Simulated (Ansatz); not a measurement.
**Geometry relaxation of Ge₈S (part 3 of 3)**

Ge₈S (slab, 9 atoms in the cell); DFT PBEsol, scalar-relativistic, plane waves, PAW, no spin polarisation (Ansatz 0.2.0); cutoff 420 eV, 7×5×1 k-mesh, Gaussian smearing of 0.1 eV. The structure derives from an entry of the Crystallography Open Database. The input holds or restrains some coordinates. Forces given for the steps count only the free coordinates. It belongs to a series of runs on one base structure; here: S put at a hollow Ge-Ge-Ge site.

Geometry of the input (Å; fractional positions):
```
4.0134  0.0000  0.0000
0.0000  5.6758  0.0000
0.0000  0.0000  25.0201
Ge 0.5000  0.0000  0.3397
Ge 0.0000  0.2500  0.3397
Ge 0.0000  0.5000  0.4199
Ge 0.5000  0.7500  0.4199
Ge 0.5000  -0.0012  0.5025
Ge 0.0000  0.2512  0.5025
Ge 0.0000  0.5028  0.5819
Ge 0.5000  0.7472  0.5819
S  0.0000  -0.0009  0.5723
```

### Trajectory as extended XYZ (Å, eV, eV/Å), 14 frames, from step=1 to step=14
```
9
Lattice="4.0134 0.0000 0.0000 0.0000 5.6758 0.0000 0.0000 0.0000 25.0201" Properties=species:S:1:pos:R:3:forces:R:3 step=1 energy=-34907.98474
Ge    2.0067    0.0000    8.5000    0.0000   0.1940   0.0024
Ge    0.0000    1.4189    8.5000    0.0000  -0.1149   0.0668
Ge    0.0000    2.8379   10.5067    0.0000   0.0491  -0.4415
Ge    2.0067    4.2568   10.5067    0.0000   0.1654  -0.1468
Ge    2.0067   -0.0067   12.5716    0.0000  -0.0766  -1.5758
Ge    0.0000    1.4256   12.5716    0.0000   1.1621  -1.6653
Ge    0.0000    2.8537   14.5596    0.0000  -0.6397   0.5173
Ge    2.0067    4.2410   14.5596    0.0000   0.0600   0.4626
S     0.0000   -0.0053   14.3196    0.0000  -0.7995   2.7805
9
Lattice="4.0134 0.0000 0.0000 0.0000 5.6758 0.0000 0.0000 0.0000 25.0201" Properties=species:S:1:pos:R:3:forces:R:3 step=2 energy=-34908.54735
Ge    2.0067    0.0000    8.5000    0.0000   0.1854  -0.0638
Ge    0.0000    1.4189    8.5000    0.0000  -0.0953   0.1439
Ge    0.0000    2.8379   10.5067    0.0000   0.0301  -0.3960
Ge    2.0067    4.2568   10.5067    0.0000   0.0273  -0.2860
Ge    2.0067   -0.0271   12.5255    0.0000   0.0056  -0.6504
Ge    0.0000    1.4337   12.5876    0.0000   0.3602  -0.9006
Ge    0.0000    2.7873   14.6693    0.0000  -0.4952   0.3296
Ge    2.0067    4.2419   14.6296    0.0000   0.2777  -0.0867
S     0.0000    0.0188   14.5127    0.0000  -0.2953   1.9098
9
Lattice="4.0134 0.0000 0.0000 0.0000 5.6758 0.0000 0.0000 0.0000 25.0201" Properties=species:S:1:pos:R:3:forces:R:3 step=3 energy=-34908.95414
Ge    2.0067    0.0000    8.5000    0.0000   0.1851  -0.1498
Ge    0.0000    1.4189    8.5000    0.0000  -0.0995   0.2177
Ge    0.0000    2.8379   10.5067    0.0000   0.0167  -0.4173
Ge    2.0067    4.2568   10.5067    0.0000  -0.0787  -0.3777
Ge    2.0067   -0.0242   12.4773    0.0000   0.0772  -0.2838
Ge    0.0000    1.4186   12.5669    0.0000   0.0147  -0.3953
Ge    0.0000    2.7355   14.7066    0.0000  -0.4586   0.2064
Ge    2.0067    4.2635   14.6105    0.0000   0.1295  -0.2644
S     0.0000    0.0455   14.7093    0.0000   0.2139   1.4643
9
Lattice="4.0134 0.0000 0.0000 0.0000 5.6758 0.0000 0.0000 0.0000 25.0201" Properties=species:S:1:pos:R:3:forces:R:3 step=4 energy=-34909.25742
Ge    2.0067    0.0000    8.5000    0.0000   0.1935  -0.2237
Ge    0.0000    1.4189    8.5000    0.0000  -0.1195   0.2466
Ge    0.0000    2.8379   10.5067    0.0000  -0.0166  -0.3964
Ge    2.0067    4.2568   10.5067    0.0000  -0.1309  -0.3973
Ge    2.0067   -0.0146   12.4460    0.0000   0.0183  -0.0453
Ge    0.0000    1.4006   12.5476    0.0000   0.0947  -0.1551
Ge    0.0000    2.6832   14.7291    0.0000  -0.3864   0.0687
Ge    2.0067    4.2769   14.5695    0.0000   0.1788  -0.2787
S     0.0000    0.0965   14.8962    0.0000   0.1680   1.1808
9
Lattice="4.0134 0.0000 0.0000 0.0000 5.6758 0.0000 0.0000 0.0000 25.0201" Properties=species:S:1:pos:R:3:forces:R:3 step=5 energy=-34909.50560
Ge    2.0067    0.0000    8.5000    0.0000   0.2575  -0.1993
Ge    0.0000    1.4189    8.5000    0.0000  -0.1881   0.2047
Ge    0.0000    2.8379   10.5067    0.0000  -0.0508  -0.3368
Ge    2.0067    4.2568   10.5067    0.0000  -0.1118  -0.3757
Ge    2.0067   -0.0055   12.4378    0.0000   0.0453  -0.0786
Ge    0.0000    1.4042   12.5384    0.0000   0.1439  -0.1614
Ge    0.0000    2.6327   14.7383    0.0000  -0.3433   0.0316
Ge    2.0067    4.2991   14.5277    0.0000   0.1823  -0.1030
S     0.0000    0.1281   15.0886    0.0000   0.0652   1.0187
9
Lattice="4.0134 0.0000 0.0000 0.0000 5.6758 0.0000 0.0000 0.0000 25.0201" Properties=species:S:1:pos:R:3:forces:R:3 step=6 energy=-34909.71142
Ge    2.0067    0.0000    8.5000    0.0000   0.2988  -0.1276
Ge    0.0000    1.4189    8.5000    0.0000  -0.2476   0.1040
Ge    0.0000    2.8379   10.5067    0.0000  -0.0320  -0.3049
Ge    2.0067    4.2568   10.5067    0.0000  -0.0998  -0.4106
Ge    2.0067    0.0087   12.4284    0.0000   0.0825  -0.0363
Ge    0.0000    1.4208   12.5142    0.0000   0.0962  -0.1130
Ge    0.0000    2.5717   14.7400    0.0000  -0.3368   0.0355
Ge    2.0067    4.3301   14.5103    0.0000   0.2298   0.1568
S     0.0000    0.1409   15.2832    0.0000   0.0093   0.6964
9
Lattice="4.0134 0.0000 0.0000 0.0000 5.6758 0.0000 0.0000 0.0000 25.0201" Properties=species:S:1:pos:R:3:forces:R:3 step=7 energy=-34909.87162
Ge    2.0067    0.0000    8.5000    0.0000   0.3098  -0.0980
Ge    0.0000    1.4189    8.5000    0.0000  -0.2969   0.0344
Ge    0.0000    2.8379   10.5067    0.0000   0.0045  -0.2747
Ge    2.0067    4.2568   10.5067    0.0000  -0.0392  -0.3133
Ge    2.0067    0.0209   12.4379    0.0000   0.0294  -0.0411
Ge    0.0000    1.4335   12.4936    0.0000   0.0403  -0.0499
Ge    0.0000    2.4958   14.7514    0.0000  -0.3685   0.0866
Ge    2.0067    4.3888   14.5596    0.0000   0.3437   0.3096
S     0.0000    0.1480   15.4748    0.0000  -0.0221   0.3454
9
Lattice="4.0134 0.0000 0.0000 0.0000 5.6758 0.0000 0.0000 0.0000 25.0201" Properties=species:S:1:pos:R:3:forces:R:3 step=8 energy=-34910.00480
Ge    2.0067    0.0000    8.5000    0.0000   0.2951  -0.1030
Ge    0.0000    1.4189    8.5000    0.0000  -0.2945   0.0212
Ge    0.0000    2.8379   10.5067    0.0000  -0.0333  -0.1485
Ge    2.0067    4.2568   10.5067    0.0000  -0.0029  -0.1696
Ge    2.0067    0.0210   12.4583    0.0000   0.1270  -0.0388
Ge    0.0000    1.4411   12.5101    0.0000   0.0204  -0.0324
Ge    0.0000    2.4415   14.8124    0.0000  -0.2407   0.0364
Ge    2.0067    4.5467   14.6823    0.0000   0.0059   0.2618
S     0.0000    0.1567   15.6418    0.0000   0.1230   0.1726
9
Lattice="4.0134 0.0000 0.0000 0.0000 5.6758 0.0000 0.0000 0.0000 25.0201" Properties=species:S:1:pos:R:3:forces:R:3 step=9 energy=-34910.04170
Ge    2.0067    0.0000    8.5000    0.0000   0.2923  -0.0460
Ge    0.0000    1.4189    8.5000    0.0000  -0.3049  -0.0465
Ge    0.0000    2.8379   10.5067    0.0000  -0.0217  -0.0302
Ge    2.0067    4.2568   10.5067    0.0000   0.1521   0.0642
Ge    2.0067    0.0496   12.5028    0.0000  -0.2597   0.1864
Ge    0.0000    1.4602   12.5349    0.0000  -0.0761  -0.0743
Ge    0.0000    2.3553   14.8688    0.0000   0.0580   0.1202
Ge    2.0067    4.5956   14.8691    0.0000   0.0330  -0.2621
S     0.0000    0.1833   15.8168    0.0000   0.1276   0.0879
9
Lattice="4.0134 0.0000 0.0000 0.0000 5.6758 0.0000 0.0000 0.0000 25.0201" Properties=species:S:1:pos:R:3:forces:R:3 step=10 energy=-34910.05465
Ge    2.0067    0.0000    8.5000    0.0000   0.2835  -0.0767
Ge    0.0000    1.4189    8.5000    0.0000  -0.2954  -0.0189
Ge    0.0000    2.8379   10.5067    0.0000  -0.0640  -0.0275
Ge    2.0067    4.2568   10.5067    0.0000   0.0988   0.0606
Ge    2.0067    0.0167   12.5154    0.0000  -0.0234  -0.0327
Ge    0.0000    1.4387   12.5267    0.0000  -0.0560  -0.0035
Ge    0.0000    2.3617   14.8677    0.0000   0.1690  -0.0221
Ge    2.0067    4.6276   14.8413    0.0000  -0.1103   0.1259
S     0.0000    0.2346   15.8348    0.0000  -0.0023  -0.0045
9
Lattice="4.0134 0.0000 0.0000 0.0000 5.6758 0.0000 0.0000 0.0000 25.0201" Properties=species:S:1:pos:R:3:forces:R:3 step=11 energy=-34910.06661
Ge    2.0067    0.0000    8.5000    0.0000   0.2778  -0.1152
Ge    0.0000    1.4189    8.5000    0.0000  -0.3112   0.0293
Ge    0.0000    2.8379   10.5067    0.0000  -0.0900  -0.0452
Ge    2.0067    4.2568   10.5067    0.0000   0.1111   0.1213
Ge    2.0067   -0.0114   12.5465    0.0000  -0.0300   0.0846
Ge    0.0000    1.4167   12.5137    0.0000  -0.0301  -0.0598
Ge    0.0000    2.4866   14.7819    0.0000  -0.0949   0.1467
Ge    2.0067    4.6980   14.9381    0.0000   0.0219  -0.0946
S     0.0000    0.3918   15.8606    0.0000   0.1454  -0.0669
9
Lattice="4.0134 0.0000 0.0000 0.0000 5.6758 0.0000 0.0000 0.0000 25.0201" Properties=species:S:1:pos:R:3:forces:R:3 step=12 energy=-34910.07052
Ge    2.0067    0.0000    8.5000    0.0000   0.2761  -0.1360
Ge    0.0000    1.4189    8.5000    0.0000  -0.3155   0.0539
Ge    0.0000    2.8379   10.5067    0.0000  -0.0825  -0.0738
Ge    2.0067    4.2568   10.5067    0.0000   0.1168   0.1502
Ge    2.0067   -0.0191   12.5555    0.0000  -0.0271   0.0599
Ge    0.0000    1.4102   12.5061    0.0000  -0.0268  -0.0311
Ge    0.0000    2.5115   14.7653    0.0000   0.0121   0.0551
Ge    2.0067    4.7161   14.9511    0.0000   0.0623  -0.0594
S     0.0000    0.4756   15.8631    0.0000  -0.0156  -0.0185
9
Lattice="4.0134 0.0000 0.0000 0.0000 5.6758 0.0000 0.0000 0.0000 25.0201" Properties=species:S:1:pos:R:3:forces:R:3 step=13 energy=-34910.07129
Ge    2.0067    0.0000    8.5000    0.0000   0.2754  -0.1406
Ge    0.0000    1.4189    8.5000    0.0000  -0.3127   0.0594
Ge    0.0000    2.8379   10.5067    0.0000  -0.0871  -0.0715
Ge    2.0067    4.2568   10.5067    0.0000   0.1164   0.1557
Ge    2.0067   -0.0182   12.5557    0.0000   0.0086  -0.0116
Ge    0.0000    1.4104   12.5072    0.0000   0.0108   0.0026
Ge    0.0000    2.5169   14.7755    0.0000   0.0138  -0.0207
Ge    2.0067    4.7379   14.9437    0.0000  -0.0323  -0.0054
S     0.0000    0.4687   15.8537    0.0000   0.0071   0.0321
9
Lattice="4.0134 0.0000 0.0000 0.0000 5.6758 0.0000 0.0000 0.0000 25.0201" Properties=species:S:1:pos:R:3:forces:R:3 step=14 energy=-34910.07154
Ge    2.0067    0.0000    8.5000    0.0000   0.2759  -0.1396
Ge    0.0000    1.4189    8.5000    0.0000  -0.3127   0.0579
Ge    0.0000    2.8379   10.5067    0.0000  -0.0821  -0.0776
Ge    2.0067    4.2568   10.5067    0.0000   0.1197   0.1571
Ge    2.0067   -0.0168   12.5553    0.0000  -0.0015  -0.0038
Ge    0.0000    1.4121   12.5069    0.0000   0.0001   0.0016
Ge    0.0000    2.5209   14.7718    0.0000   0.0003   0.0013
Ge    2.0067    4.7336   14.9423    0.0000  -0.0004   0.0016
S     0.0000    0.4762   15.8575    0.0000   0.0007   0.0015
```

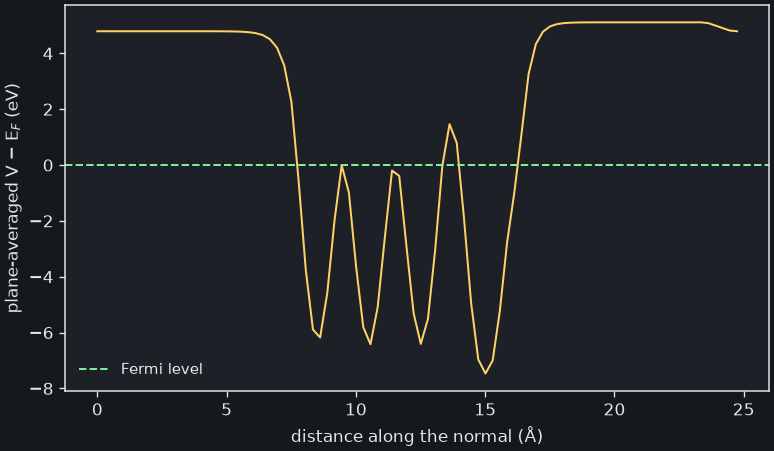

Figure 1. Plane average of the electrostatic potential energy of an electron across the cell, from the Fermi level. The vacuum level lies 5.11 eV above the Fermi level on the upper side and 4.79 eV on the lower.

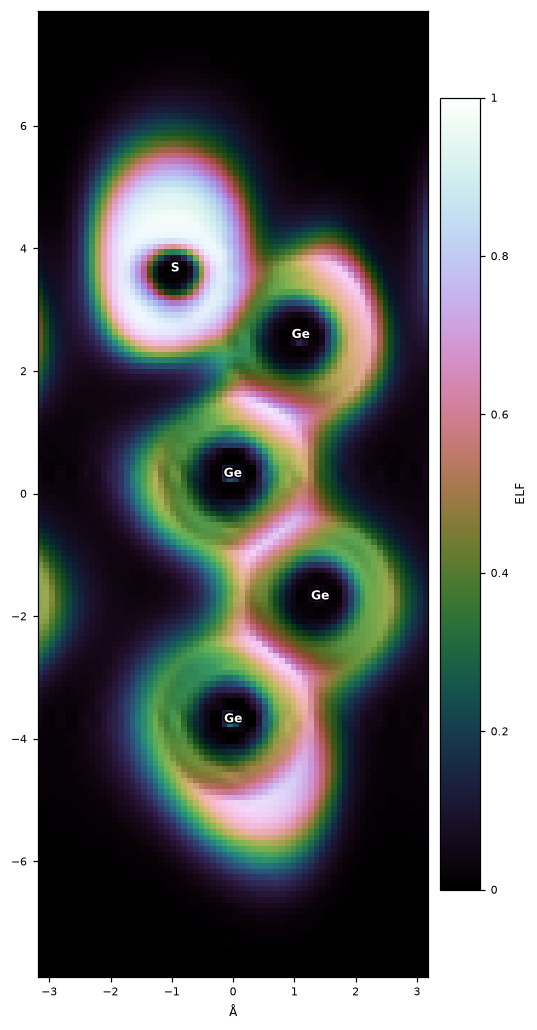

Figure 2. ELF on the (100) plane of the calculation cell, a cut from vacuum to vacuum. Atoms in the plane: Ge and S. Ge–S (2.32 Å): the ELF is about 0.70 at the midpoint. In a PAW calculation such maps are meaningful between the atoms, not at the nuclei.

### Key numbers

```json
{"quantity": "outcome", "value": "converged under the restraints of the input"}
{"quantity": "electrons treated", "value": "118"}
{"quantity": "free energy", "value": "−34910.0715 eV"}
{"quantity": "work function, top face", "value": "5.11 eV"}
{"quantity": "work function, bottom face", "value": "4.79 eV"}
{"quantity": "Fermi energy", "value": "−0.400 eV"}
{"quantity": "gap on the k-point mesh", "value": "none (metallic)"}
{"quantity": "final volume", "value": "569.93 Å³"}
{"quantity": "work function (upper face)", "value": "5.11 eV"}
{"quantity": "largest force (length of the vector) at the end, held atoms and coordinates included", "value": "0.318 eV/Å"}
{"quantity": "hardware", "value": "2 threads of AMD EPYC (Zen 5), 32 GiB of memory available, shared host"}
{"quantity": "wall time", "value": "1.7 min (CPU time 3.4 min)"}
{"quantity": "peak memory", "value": "1.1 GiB"}
```
